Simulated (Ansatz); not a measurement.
# Geometry relaxation of Ti

Ti (1 atom in the cell), computed with DFT r2SCAN, scalar-relativistic, plane waves, PAW, no spin polarisation (Ansatz 0.2.0).

The structure derives from an entry of the Crystallography Open Database. It belongs to a series of runs on one base structure; here: film's bulk on the substrate's plane, third vector and atoms relaxed. Figures and captions count atoms from 1; the log counts them from 0 in places.

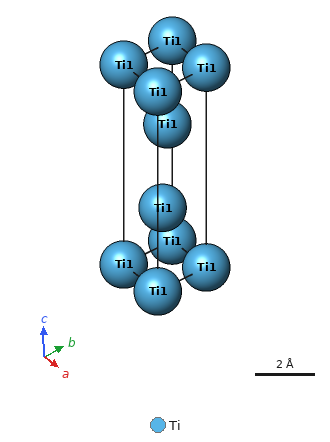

The input geometry (spheres-only view of the cell 3 times as large as that of the calculation, set on its symmetry axes, seen at an oblique angle; atoms are numbered from 1 in the order of the input). An atom can appear more than once, as a periodic image.

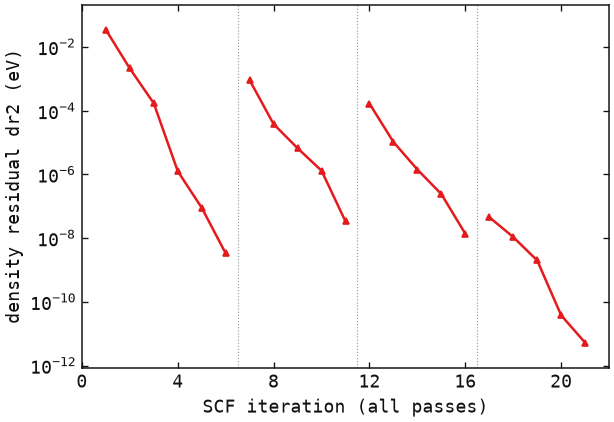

Convergence of the self-consistent field: density residual dr2 against the SCF iteration. The dotted lines part the SCF passes of the relaxation: geometry steps, rejected trials and re-solves on a re-selected basis. The passes take 6, 5, 5 and 5 iterations.

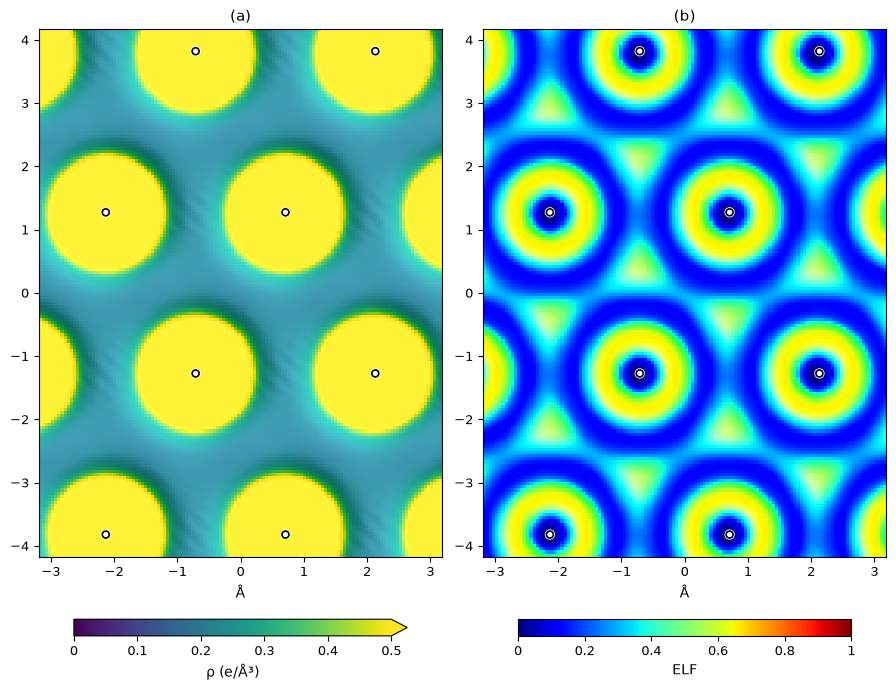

(a) valence charge density (pseudo); (b) ELF on the (101) plane of the conventional cell. Circles mark the nuclei in the plane (Ti). Atoms in the plane: Ti. Ti–Ti (2.84 Å): the density is about 0.2 e/Å³ at the midpoint; the ELF is about 0.20 at the midpoint (no localised pair between them). Ti–Ti (2.92 Å): ρ at the midpoint is about 0.19 e/Å³; the ELF is about 0.25 at the midpoint; no localised pair between them. Away from the nuclei the density in this plane falls to 0.19 e/Å³ at its lowest. The strong features right at Ti lie inside the PAW spheres (semicore, d or f shells) and say nothing about bonding. In a PAW calculation such maps are meaningful between the atoms, not at the nuclei.

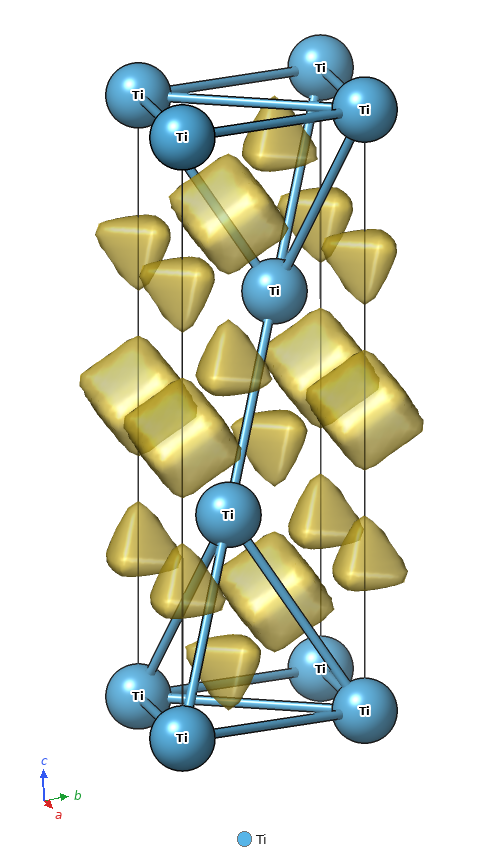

Isosurface of the ELF at 0.55 (yellow), seen slightly off an axis. Core shells and regions of very low density are left out. Sticks mark near contacts. The outline is the cell set on symmetry axes. Values along the shortest contacts: Ti–Ti (2.84 Å): the ELF is about 0.20 at the midpoint; no localised pair between them. Ti–Ti (2.92 Å): the ELF is about 0.25 at the midpoint; no shared electron pair.

The input that produced these results follows, with the program's output.

## The input
```yaml
crystal:
  lattice:
    - [2.8405558793, 0.0, 0.0]
    - [-1.4202779396, 2.4599935523, 0.0]
    - [1.4202779396, 0.8199978508, 2.4392699619]
  atoms:
    - { symbol: Ti, position: [0.0, 0.0, 0.0] }
basis:
  ecutwfc: 500
kpoints:
  mp_grid: { grid: [12, 12, 14] }
hamiltonian:
  xc: r2scan
scf:
  occupations: { method: gaussian, width: 0.1 }
output:
  forces: true
  stress: true
  eigenvalues: true
  write_density: true
  write_potential: true
  elf: true
  volumetric_format: npy
relax:
  adjacent_minimum: "off"
  f_tol: 0.01
  max_steps: 50
  cell: { fix: [a, b, gamma], stress_tol: 0.1 }
```

Launch command:
```bash
ansatz run input.yaml --threads 2 --pin off --max-ram 5120MiB --backend cpu --events-out ev --progress --plain --runs-dir out
```

## The program's output
```
Warning: crystal.symmetry: narrowed to the stabiliser of the k-point mesh — unitary ops 12 → 4; excluded 8 operations that carry a point of the 12×12×14 mesh (shift [0, 0, 0]) off the mesh (the run samples exactly the mesh kpoints.mp_grid names, as under crystal.symmetry.detect: false, and its converged state has the mesh's symmetry, not the crystal's; ε∞, the Born charges and the force constants of a linear response (`dielectric:` by the response, `phonons.method: dfpt`) are averaged over those of the crystal's operations that the state keeps within a tolerance, where `mesh_tensors`, `unaveraged_element` or `gamma_mean_max_change_ev_ang2` stands beside them; a row that `dielectric.field_direction` solves alone is averaged likewise, with nothing beside; a Γ-centred mesh of equal divisions is mapped onto itself by every operation and keeps the whole group, as does a half-shifted one under kpoints.further_shifts: images)
Engine: ansatz 0.2.0, x86_64-unknown-linux-gnu
Pseudopotentials: kind: paw
Pseudopotential: Ti, paw, valence charge 12, recommended cutoff 500 eV (meta_gga), Ti.paw.azcp
Functional definition: r2SCAN
  parameter k0 = 0.174
  parameter k1 = 0.065
  parameter a1 = 4.9479
  exchange = r2scan_x(k0 = k0, k1 = k1, a1 = a1)
  correlation = r2scan_c
Crystal: 1 atoms, lattice volume = 17.045 Å³
Basis set: ecut = 500 eV, 429 PW (Γ), exchange–correlation on 96×96×96 points (64 copies of the dense FFT grid, shifted against one another)
Bands: 10, of which v1, the nominal top of the filled ones, is band 6 counted from 1 (5 counted from 0)
Symmetry: 4 space group operations
k-points: 554 of 2016
Non-local potential: Ti, projectors of the file, l = 0: 3, l = 1: 2, l = 2: 3, l = 3: 1
PAW form: soft (Blöchl's): semilocal exchange-correlation on the pseudo side does not see the compensation charge
PAW frozen core: Ti, regenerated for the run's functional (the file was generated under x = pbe(κ = 0.804, μ = 0.2195149727645171), c = pbe(β = 0.06672455060314922))
PAW one-centre angular grid: Ti, 590 points (default); XC on 160 Gauss nodes
Initial density: superposition of atomic densities (neutral atoms: chi_scale 0, normalization atom), corrected by the library's trained network
Initial wavefunctions: pseudopotential atomic-orbital guess
Functional: x = r2scan, c = r2scan; τ floored in thin density (d = 2e-4 eV/Å³)
SCF iter   1: F=—  HF=-2504.267763 eV  |F-HF|=—  |Δ(HF+E_count)|=         —  Δρ=1.50e-2  dr2=3.46e-2  dr2_τ=8.64e-3  ethr=1.77e-3  ⟨swp⟩=4.5  Hψ=30436  notcnv=0
preconditioner: auto → none  [metal: Δε(μ)=0.015 eV  Ē_g=4.602 eV  σ=0.100 eV  W_gap=0.08  n_scr=0 (ndim 8)  ℏωp=18.0 eV  f_vac=0.000  D(μ)=1.39/eV (n_scr^D=14)]
SCF iter   2: F=—  HF=-2504.288622 eV  |F-HF|=—  |Δ(HF+E_count)|=   2.09e-2  Δρ=4.51e-3  dr2=2.11e-3  dr2_τ=7.64e-4  ethr=2.88e-4  ⟨swp⟩=2.9  Hψ=15097  notcnv=0  defer=15
SCF iter   3: F=—  HF=-2504.288383 eV  |F-HF|=—  |Δ(HF+E_count)|=   2.39e-4  Δρ=1.73e-3  dr2=1.70e-4  dr2_τ=6.81e-5  ethr=1.76e-5  ⟨swp⟩=3.0  Hψ=10793  notcnv=0  defer=15
SCF iter   4: F=—  HF=-2504.288811 eV  |F-HF|=—  |Δ(HF+E_count)|=   4.28e-4  Δρ=1.17e-4  dr2=1.26e-6  dr2_τ=3.59e-7  ethr=1.41e-6  ⟨swp⟩=2.0  Hψ=8764  notcnv=0  defer=15
SCF iter   5: F=—  HF=-2504.288814 eV  |F-HF|=—  |Δ(HF+E_count)|=   3.49e-6  Δρ=3.20e-5  dr2=8.98e-8  dr2_τ=1.15e-8  ethr=1.05e-8  ⟨swp⟩=2.9  Hψ=8896  notcnv=0  defer=15
SCF iter   6: F=-2504.288814 eV  HF=-2504.288814 eV  |F-HF|=7.80e-9  |Δ(HF+E_count)|=   1.62e-7  Δρ=7.02e-6  dr2=3.33e-9  dr2_τ=4.70e-10  ethr=7.48e-10  ⟨swp⟩=5.1  Hψ=28126  notcnv=0
SCF 1 converged in 6 iterations: F = -2504.288814 eV  dr2 = 3.33e-9
  greatest PAW one-centre occupation: 1.000 electrons in one spin orbital (limit 2), on the Ti atom at site 0 (counted from 0), in its partial waves of l = 1
relax step   1: F+E_penalty+E_count = -2504.28881423 eV  Δ(F+E_penalty+E_count) = +0.000e0 eV  max|allowed force component| = 0.000e0 eV/Å  Δτ_max = 0.0000 Å  P = +2.096 GPa  Ω = 17.045 Å³  fix = [a, b, gamma]  reactions: a +5.352, b +3.566 GPa; gamma -1.031 GPa/rad  (6 SCF iters, dr2 threshold 1.00e-7 eV, accepted)
Crystal: 1 atoms, lattice volume = 16.700 Å³
Basis set: ecut = 500 eV, 423 PW (Γ), exchange–correlation on 96×96×96 points (64 copies of the dense FFT grid, shifted against one another)
Initial density: handed on by an earlier stage of this run
Initial wavefunctions: those handed on with the density
iter 1 solved again at ethr=7.08e-6 eV; its pass at ethr=3.10e-3 eV (dr2=8.50e-4 eV) is discarded
SCF iter   1: F=—  HF=-2504.279660 eV  |F-HF|=—  |Δ(HF+E_count)|=         —  Δρ=2.41e-3  dr2=9.07e-4  dr2_τ=5.67e-3  ethr=7.08e-6  ⟨swp⟩=1.0  Hψ=38327  notcnv=0
preconditioner: auto → none  [metal: Δε(μ)=0.003 eV  Ē_g=4.583 eV  σ=0.100 eV  W_gap=0.02  n_scr=0 (ndim 8)  ℏωp=18.2 eV  f_vac=0.000  D(μ)=1.41/eV (n_scr^D=14)]
SCF iter   2: F=—  HF=-2504.289686 eV  |F-HF|=—  |Δ(HF+E_count)|=   1.00e-2  Δρ=7.01e-4  dr2=3.79e-5  dr2_τ=1.82e-5  ethr=7.08e-6  ⟨swp⟩=2.0  Hψ=9132  notcnv=0
SCF iter   3: F=—  HF=-2504.289696 eV  |F-HF|=—  |Δ(HF+E_count)|=   1.03e-5  Δρ=3.09e-4  dr2=6.64e-6  dr2_τ=1.18e-6  ethr=3.16e-7  ⟨swp⟩=2.9  Hψ=9001  notcnv=0
SCF iter   4: F=—  HF=-2504.289707 eV  |F-HF|=—  |Δ(HF+E_count)|=   1.05e-5  Δρ=1.14e-4  dr2=1.31e-6  dr2_τ=1.69e-7  ethr=5.53e-8  ⟨swp⟩=2.8  Hψ=8719  notcnv=0
SCF iter   5: F=-2504.289707 eV  HF=-2504.289707 eV  |F-HF|=1.10e-8  |Δ(HF+E_count)|=   2.30e-7  Δρ=1.95e-5  dr2=3.35e-8  dr2_τ=2.75e-9  ethr=8.33e-10  ⟨swp⟩=5.1  Hψ=29102  notcnv=0
SCF 2 converged in 5 iterations: F = -2504.289707 eV  dr2 = 3.35e-8
relax step   2: F+E_penalty+E_count = -2504.28970711 eV  Δ(F+E_penalty+E_count) = -8.929e-4 eV  max|allowed force component| = 0.000e0 eV/Å  Δτ_max = 0.0000 Å  P = +4.659 GPa  Ω = 16.700 Å³  energy of the carried Pulay correction = +2.072e-4 eV  fix = [a, b, gamma]  reactions: a +7.196, b +4.792 GPa; gamma -1.387 GPa/rad  (5 SCF iters, dr2 threshold 1.00e-7 eV, accepted)
Crystal: 1 atoms, lattice volume = 16.849 Å³
iter 1 solved again at ethr=1.39e-6 eV; its pass at ethr=3.10e-3 eV (dr2=1.66e-4 eV) is discarded
SCF iter   1: F=—  HF=-2504.288845 eV  |F-HF|=—  |Δ(HF+E_count)|=         —  Δρ=1.03e-3  dr2=1.67e-4  dr2_τ=1.08e-3  ethr=1.39e-6  ⟨swp⟩=1.4  Hψ=37172  notcnv=0
preconditioner: auto → none  [metal: Δε(μ)=0.007 eV  Ē_g=4.525 eV  σ=0.100 eV  W_gap=0.04  n_scr=0 (ndim 8)  ℏωp=18.1 eV  f_vac=0.000  D(μ)=1.40/eV (n_scr^D=14)]
SCF iter   2: F=—  HF=-2504.290548 eV  |F-HF|=—  |Δ(HF+E_count)|=   1.70e-3  Δρ=3.38e-4  dr2=1.04e-5  dr2_τ=3.55e-6  ethr=1.39e-6  ⟨swp⟩=2.0  Hψ=8847  notcnv=0
SCF iter   3: F=—  HF=-2504.290547 eV  |F-HF|=—  |Δ(HF+E_count)|=   9.62e-7  Δρ=1.40e-4  dr2=1.42e-6  dr2_τ=2.47e-7  ethr=8.70e-8  ⟨swp⟩=2.9  Hψ=9001  notcnv=0
SCF iter   4: F=—  HF=-2504.290549 eV  |F-HF|=—  |Δ(HF+E_count)|=   2.04e-6  Δρ=5.23e-5  dr2=2.41e-7  dr2_τ=3.26e-8  ethr=1.18e-8  ⟨swp⟩=2.9  Hψ=8594  notcnv=0
SCF iter   5: F=-2504.290550 eV  HF=-2504.290550 eV  |F-HF|=6.65e-9  |Δ(HF+E_count)|=   1.35e-7  Δρ=1.14e-5  dr2=1.37e-8  dr2_τ=6.86e-10  ethr=8.33e-10  ⟨swp⟩=7.9  Hψ=34022  notcnv=0
SCF 3 converged in 5 iterations: F = -2504.290550 eV  dr2 = 1.37e-8
relax step   3: F+E_penalty+E_count = -2504.29054953 eV  Δ(F+E_penalty+E_count) = -8.424e-4 eV  max|allowed force component| = 0.000e0 eV/Å  Δτ_max = 0.0000 Å  P = +3.538 GPa  Ω = 16.849 Å³  energy of the carried Pulay correction = +1.172e-4 eV  fix = [a, b, gamma]  reactions: a +6.371, b +4.235 GPa; gamma -1.233 GPa/rad  (5 SCF iters, dr2 threshold 1.00e-7 eV, accepted)
Initial wavefunctions: pseudopotential atomic-orbital guess (no wavefunctions were taken with the density)
iter 1 solved again at ethr=7.16e-9 eV; its pass at ethr=3.10e-3 eV (dr2=8.59e-7 eV) is discarded
SCF iter   1: F=—  HF=-2504.290435 eV  |F-HF|=—  |Δ(HF+E_count)|=         —  Δρ=4.11e-5  dr2=4.54e-8  dr2_τ=3.17e-7  ethr=7.16e-9  ⟨swp⟩=3.0  Hψ=44333  notcnv=0
preconditioner: auto → none  [metal: Δε(μ)=0.007 eV  Ē_g=4.531 eV  σ=0.100 eV  W_gap=0.04  n_scr=0 (ndim 8)  ℏωp=18.1 eV  f_vac=0.000  D(μ)=1.40/eV (n_scr^D=14)]
SCF iter   2: F=—  HF=-2504.290435 eV  |F-HF|=—  |Δ(HF+E_count)|=   7.30e-8  Δρ=1.91e-5  dr2=1.08e-8  dr2_τ=1.04e-8  ethr=3.78e-10  ⟨swp⟩=2.2  Hψ=8135  notcnv=0
SCF iter   3: F=—  HF=-2504.290435 eV  |F-HF|=—  |Δ(HF+E_count)|=   1.35e-8  Δρ=5.59e-6  dr2=1.99e-9  dr2_τ=6.93e-10  ethr=8.98e-11  ⟨swp⟩=2.2  Hψ=7132  notcnv=0
SCF iter   4: F=—  HF=-2504.290435 eV  |F-HF|=—  |Δ(HF+E_count)|=  3.69e-10  Δρ=1.37e-6  dr2=3.78e-11  dr2_τ=7.80e-11  ethr=1.00e-12  ⟨swp⟩=3.9  Hψ=25502  notcnv=0
SCF iter   5: F=-2504.290435 eV  HF=-2504.290435 eV  |F-HF|=1.09e-11  |Δ(HF+E_count)|=  1.56e-10  Δρ=3.75e-7  dr2=5.22e-12  dr2_τ=5.43e-12  ethr=1.00e-12  ⟨swp⟩=5.0  Hψ=18974  notcnv=0
SCF 4 converged in 5 iterations: F = -2504.290435 eV  dr2 = 5.22e-12
relax step   4: F+E_penalty+E_count = -2504.29043508 eV  Δ(F+E_penalty+E_count) = +1.144e-4 eV  max|allowed force component| = 0.000e0 eV/Å  Δτ_max = 0.0000 Å  P = +3.532 GPa  Ω = 16.849 Å³  fix = [a, b, gamma]  reactions: a +6.367, b +4.232 GPa; gamma -1.233 GPa/rad  stress off target by 9.91e-3 GPa on what of the cell is left free  SCF on the basis re-selected at this cell (its energy is not comparable with the rows above)  (5 SCF iters)
basis re-selected at this cell: Δ(F+E_penalty+E_count) = +1.144e-4 eV, ΔP = -0.005 GPa vs the last step (what re-selecting the basis moved, of the pressure what is left beyond the Pulay correction that the steps carried, after the strain that the cell walked since its last selection, with what the two solves' SCF thresholds leave and, on support functions, any second-order correction that the steps lacked; it is no measure of the basis error at this ecutwfc). This SCF's stress stands 9.91e-3 GPa from its target on what of the cell is left free (relax.cell.stress_tol is 1.00e-1 GPa) and its largest allowed force component is 0.00e0 eV/Å (relax.f_tol is 1.00e-2 eV/Å): within both
SCF converged after 5 iterations
Free energy (F): -2504.290435 eV
Harris-Foulkes:  -2504.290435 eV  (|F-HF|=1.09e-11)
Internal energy: -2504.283428 eV  (E = F + TS)
E sigma→0 (E₀):  -2504.286931 eV
Entropy (-TS):   -0.007007 eV (-7.007 meV/atom)
Fermi energy:    13.743115 eV
--- Per-component energies (eV) ---
  E_band       = -164.268592
  E_kinetic    = 273.335998
  E_local      = -793.321520  (includes V_loc(G=0)·N_el)
  E_nonlocal   = 7.427378
  E_hartree    = 326.270388
  E_xc         = -93.048095
  E_vxc        = -133.065215  (∫ρ·V_xc dr)
  E_paw        = -1056.879692  (= ΣΔE_a)
  E_vpaw       = -180.364553  (= ΣTr[D̂ρ^β])
  E_aug_tail   = 0.000087  (compensation charges beyond the density's cutoff)
  E_vtau       = 9.178485  (kinetic-family band-sum trace: ∫τ·v_τ [+ j·A + Jᵃ·Aᵃ] dr)
  E_ewald      = -1167.814516
  E_core_change = -0.253457  (= ΣΔE_core)
  E_smearing   = -0.007007  (= −TS)
  E_closure    = 0.000000  (closes the sum)
  Σ components = -2504.290435   (vs F -2504.290435, Δ=0.00e0)
--- Forces (eV/Å), atoms counted from 1 ---
  atom   1  Ti     0.00000000     0.00000000    -0.00000000
  max |Σ_I F_I| component: 2.47e-32 eV/Å
--- Stress (GPa, compression-positive) ---
        5.304210       0.008242      -0.008552
        0.008242       5.294693      -0.004937
       -0.008552      -0.004937      -0.002114
  P = ⅓ Tr σ = 3.5323 GPa (35.323 kbar)
--- Band table (eV; the first three rows and the last of 554) ---
  k-point 0: bands = ["-45.2749", "-20.0672", "-20.0123", "-20.0108", "7.1739", "14.4706", "14.8786", "14.8794", "16.6398", "16.6402"]
  k-point 1: bands = ["-45.2688", "-20.1034", "-20.0162", "-20.0148", "7.3417", "14.3717", "14.9243", "14.9251", "16.6155", "16.6160"]
  k-point 2: bands = ["-45.2517", "-20.2040", "-20.0270", "-20.0257", "7.8263", "14.1148", "15.0244", "15.0252", "16.5866", "16.5875"]
  k-point 553: bands = ["-45.1212", "-20.8133", "-20.1485", "-20.1294", "10.9703", "14.4062", "14.4173", "14.8749", "17.5906", "17.8304"]
--- Relaxed structure (3 steps of the walk, 3 accepted, 1 SCFs on fresh bases) ---
  F+E_penalty+E_count = -2504.29043508 eV   max|allowed force component| = 0.000e0 eV/Å   (the final SCF, on the basis selected at the relaxed cell)
  cell:  # Å, volume = 16.8487 Å³
    - [2.8405558349053868, -2.5645768736870174e-8, -0.0005020653026020051]
    - [-1.420277939612574, 2.459993552335955, -3.6216879999447625e-11]
    - [1.4198467715664609, 0.8197489157881712, 2.4108378088269453]
  atoms:
    - { symbol: Ti, position: [0.0, 0.0, 0.0] }
```

## Trajectory as extended XYZ (Å, eV, eV/Å), 4 frames, from step=1 to step=4
```
1
Lattice="2.8406 0.0000 0.0000 -1.4203 2.4600 0.0000 1.4203 0.8200 2.4393" Properties=species:S:1:pos:R:3:forces:R:3 step=1 energy=-2504.28881 pressure_GPa=2.10
Ti    0.0000    0.0000    0.0000    0.0000   0.0000   0.0000
1
Lattice="2.8406 0.0000 -0.0003 -1.4203 2.4600 0.0000 1.4200 0.8198 2.3897" Properties=species:S:1:pos:R:3:forces:R:3 step=2 energy=-2504.28971 pressure_GPa=4.66
Ti    0.0000    0.0000    0.0000    0.0000   0.0000   0.0000
1
Lattice="2.8406 0.0000 -0.0005 -1.4203 2.4600 0.0000 1.4198 0.8197 2.4108" Properties=species:S:1:pos:R:3:forces:R:3 step=3 energy=-2504.29055 pressure_GPa=3.54
Ti    0.0000    0.0000    0.0000    0.0000   0.0000   0.0000
1
Lattice="2.8406 0.0000 -0.0005 -1.4203 2.4600 0.0000 1.4198 0.8197 2.4108" Properties=species:S:1:pos:R:3:forces:R:3 step=4 energy=-2504.29043 pressure_GPa=3.53
Ti    0.0000    0.0000    0.0000    0.0000   0.0000   0.0000
```

## Results in brief

- outcome: converged
- space group (tolerance 0.01 Å): R-3m (166)
- electrons treated: 12
- free energy: −2504.2904 eV
- Fermi energy: 13.743 eV
- gap on the k-point mesh: none (metallic)
- pressure: 3.53 GPa
- final volume: 16.85 Å³
- largest force (length of the vector) at the end: under 0.001 eV/Å
- final cell: a = 2.841 Å, b = 2.841 Å, c = 2.915 Å, α = 90.00°, β = 60.87°, γ = 120.00°
- hardware: 2 threads of AMD EPYC (Zen 3), 32 GiB of memory available, shared host
- wall time: 24 s (CPU time 47 s)
- peak memory: 0.56 GiB

The program warns: the k-point mesh lowers the symmetry that the run can use.
